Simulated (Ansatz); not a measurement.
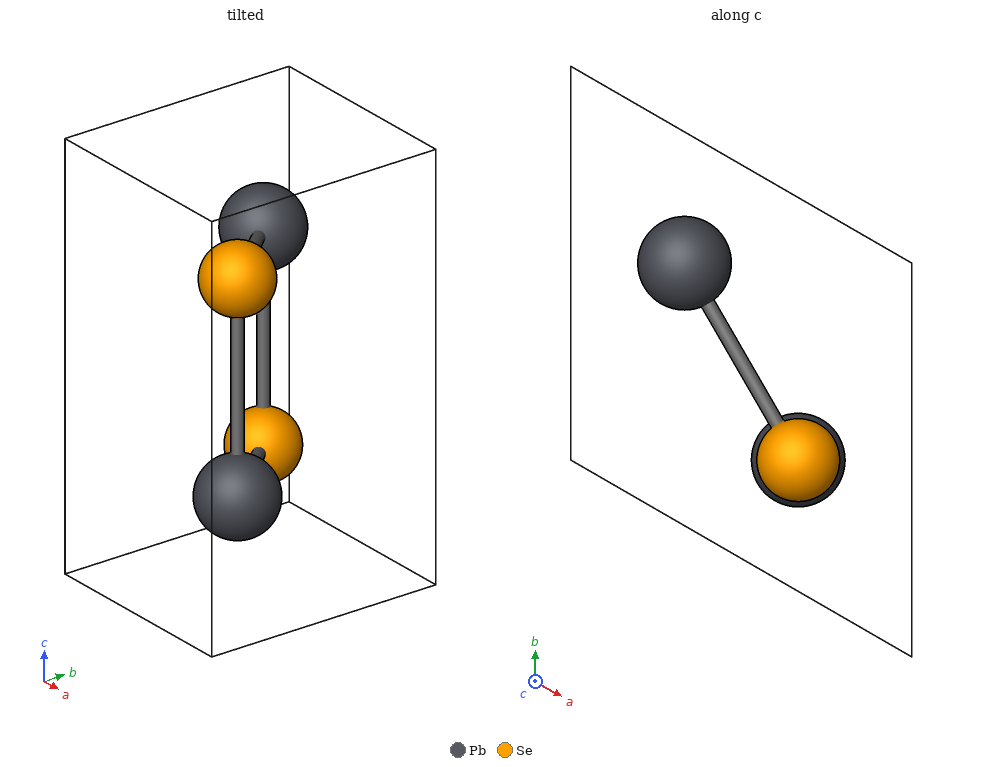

Shown here is a ball-and-stick view of the crystal, taken slightly off an axis and along the c axis. Atoms at the boundary of the conventional unit cell (the box) are drawn once for each face, edge or corner they touch.

PbSe, space group P6_3/mmc (No. 194), a = 4.967 Å, b = 4.967 Å, c = 5.966 Å, α = 90.00°, β = 90.00°, γ = 120.00°. Provenance: a structure type filled with these elements by a generator (whether the compound takes this form wasn't checked). The cell was then strained or its atoms displaced on purpose. It went into a calculation with Ansatz.

This one geometry was computed with Ansatz (DFT, plane waves, PAW) at three levels of theory: HSE06, PBE and r2SCAN. It was relaxed with r2SCAN and then strained.

> How does the band gap change with the level of theory?

PBE: a gap of 0.95 eV, direct; r2SCAN: a gap of 1.25 eV, direct; HSE06: a gap of 1.39 eV, direct.

> Collect the results in a table.

| level | cutoff (eV) | k-mesh of the run's cell | gap (eV) | pressure (GPa) |
| --- | --- | --- | --- | --- |
| HSE06 | 420 | 6×6×4 | 1.39 | 6.2 |
| PBE | 420 | 6×6×4 | 0.95 | 7.0 |
| r2SCAN | 500 | 6×6×4 | 1.25 | 6.3 |

Gaps are taken on the k-mesh or band path of each run.
